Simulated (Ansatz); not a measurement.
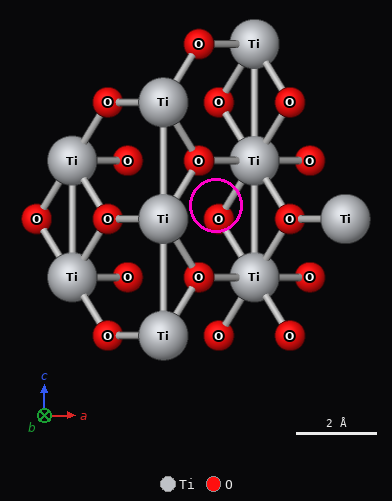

Perfect TiO$_{2}$. The picture is a ball-and-stick view of the atoms within 4.6 Å of one point, in a slice 5.0 Å thick across the line of sight, seen along the b axis.

Level of theory: Ansatz, DFT, PBEsol, PAW, plane waves. Settings: plane-wave cutoff 420 eV; k-point mesh 1 × 1 × 1; mesh shifted by (0.25, 0.25, 0.25); collinear spin. Fermi-Dirac smearing of 0.01 eV. The axes drawn are those of the host's conventional cell.

An extra titanium atom is put between the host's atoms (an interstitial) at the ringed place, in charge state 0. The supercell has 72 sites, and the atoms are relaxed at the host's cell.

**How do the neighbours respond?**

The Ti atom starts with 1 O at 1.28 Å around its place and ends with 6 O at 1.91 to 2.02 Å. Of the host's atoms, a titanium atom moves furthest from its site, by 0.30 Å. The Ti atom itself moves 1.66 Å from where it was put. The cell's net moment is 1.94 μB.

The relaxed defect, seen from the same direction:

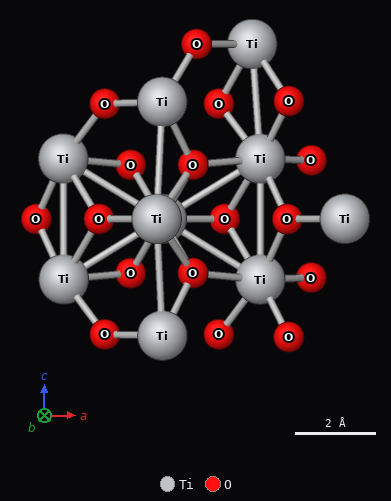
